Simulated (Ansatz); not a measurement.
System: Ta, space group P6_3/mmc (No. 194).

Structure:
```xyz
2
Lattice="2.8669 0.0000 0.0000 -1.4335 2.4828 0.0000 0.0000 0.0000 5.0914" Properties=species:S:1:pos:R:3 pbc="T T T"
Ta    1.4335    0.8276    3.8186
Ta    0.0000    1.6552    1.2729
```

Computed with Ansatz 0.2.0: homogeneous strain of a crystal along one Voigt pattern with engineering shear, fractional coordinates fixed, by plane-wave density functional theory with PAW datasets, free energies less that of the undisturbed cell; scalar-relativistic. Level: PBEsol, no spin polarisation.

- wave cutoff: 420 eV
- k mesh: 24×24×12
- occupations: Gaussian
- smearing width: 0.15 eV
- k shift: (0, 0, 0) (mesh steps)
- start: relaxed
- strain pattern: (0, 0, 0, 0, 0, 1) (xx yy zz yz xz xy with engineering shear)

The points at strain −0.045, −0.015, 0.03 and 0.06 follow from computed ones by symmetry.

Describe the result: the energy change and tensile stress summed over the strain pattern against strain. The strain takes the values −0.0600, −0.0450, −0.0300, −0.0150, 0.0000, 0.0150, 0.0300, 0.0450, 0.0525, 0.0600.

The energy rises on both sides of the starting structure, which is therefore a minimum along this path. The energy change is 4.73 meV/atom at strain −0.0600 and 4.73 meV/atom at 0.0600; the lowest computed point is at strain 0.0000 (0.00 meV/atom). The tensile stress summed over the strain pattern goes from −0.619 GPa at strain −0.0600 to 0.619 GPa at 0.0600, not monotonically, with a low of −0.961 GPa at −0.0450 and a high of 0.961 GPa at 0.0450, and changes sign near 0.000.

```
 strain  energy change (meV/atom)  tensile stress summed over the strain pattern (GPa)
-0.0600                      4.73                                               -0.619
-0.0450                      3.34                                               -0.961
-0.0300                      1.68                                               -0.912
-0.0150                      0.44                                               -0.512
 0.0000                      0.00                                                0.000
 0.0150                      0.44                                                0.512
 0.0300                      1.68                                                0.912
 0.0450                      3.34                                                0.961
 0.0525                      4.11                                                0.817
 0.0600                      4.73                                                0.619
```

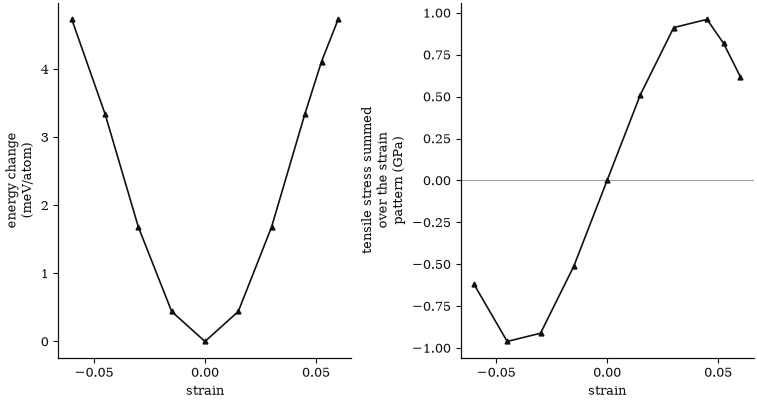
